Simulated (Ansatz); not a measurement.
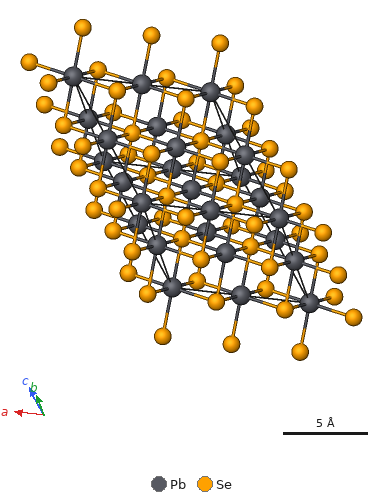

Starting frame of a dynamics run of a 16-atom cell of PbSe (built on the rocksalt type). Style: ball-and-stick. Shown: the reduced simulation cell, from a free direction. Bonds to atoms that aren't drawn are left out. Lengths and directions refer to the drawn axes.

Theory: DFT, PBEsol, plane waves, PAW in Ansatz.

Input
```yaml
crystal:
  lattice:
    - [0.0, 6.1774044403, 6.1774044403]
    - [6.1774044403, 0.0, 6.1774044403]
    - [6.1774044403, 6.1774044403, 0.0]
  atoms:
    - { symbol: Pb, position: [0.0, 0.0, 0.0] }
    - { symbol: Se, position: [0.25, 0.25, 0.25] }
    - { symbol: Pb, position: [0.0, 0.0, 0.5] }
    - { symbol: Se, position: [0.25, 0.25, 0.75] }
    - { symbol: Pb, position: [0.0, 0.5, 0.0] }
    - { symbol: Se, position: [0.25, 0.75, 0.25] }
    - { symbol: Pb, position: [0.0, 0.5, 0.5] }
    - { symbol: Se, position: [0.25, 0.75, 0.75] }
    - { symbol: Pb, position: [0.5, 0.0, 0.0] }
    - { symbol: Se, position: [0.75, 0.25, 0.25] }
    - { symbol: Pb, position: [0.5, 0.0, 0.5] }
    - { symbol: Se, position: [0.75, 0.25, 0.75] }
    - { symbol: Pb, position: [0.5, 0.5, 0.0] }
    - { symbol: Se, position: [0.75, 0.75, 0.25] }
    - { symbol: Pb, position: [0.5, 0.5, 0.5] }
    - { symbol: Se, position: [0.75, 0.75, 0.75] }
kpoints:
  mp_grid: { grid: [2, 2, 2] }
hamiltonian:
  xc: pbesol
scf:
  occupations: { method: fermi_dirac, width: 0.026 }
md:
  ensemble: nvt_langevin
  temperature: 300
  timestep: 1.5
  n_steps: 30
  initial_velocities: maxwell_boltzmann
  seed: 1033
```

Run as
```bash
ansatz run input.yaml --threads 4 --pin off --max-ram 3686MiB --backend cpu --events-out ev --progress --plain --runs-dir out
```

### What does the trajectory do?

Over the second half the temperature averages 226 K (spread ±30 K). The potential energy in the second half lies on average 5.2 meV per atom above the first frame. In the second half of the run the atoms are, in the root-mean-square, this far from where they began (common drift taken out): Se 0.09 Å, Pb 0.06 Å. The run lasts only 45 fs, too short to tell vibration from diffusion.

Along the run (each row but the first and the last is the mean over the interval that it begins):

| time (fs) | potential energy (meV/atom) | T (K) |
| --- | --- | --- |
| 0.0 | 0.0 | 281 |
| 4.5 | 0.2 | 322 |
| 9.0 | 0.7 | 328 |
| 13.5 | 1.3 | 291 |
| 18.0 | 2.1 | 266 |
| 22.5 | 3.0 | 256 |
| 27.0 | 3.9 | 252 |
| 31.5 | 4.9 | 237 |
| 36.0 | 6.0 | 213 |
| 40.5 | 7.3 | 180 |
| 45.0 | 8.0 | 192 |

The paths of the atoms, magnified 5 times:

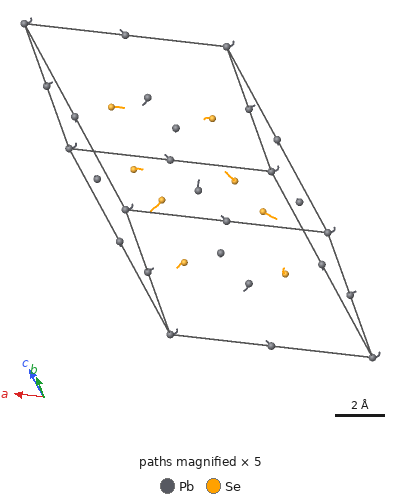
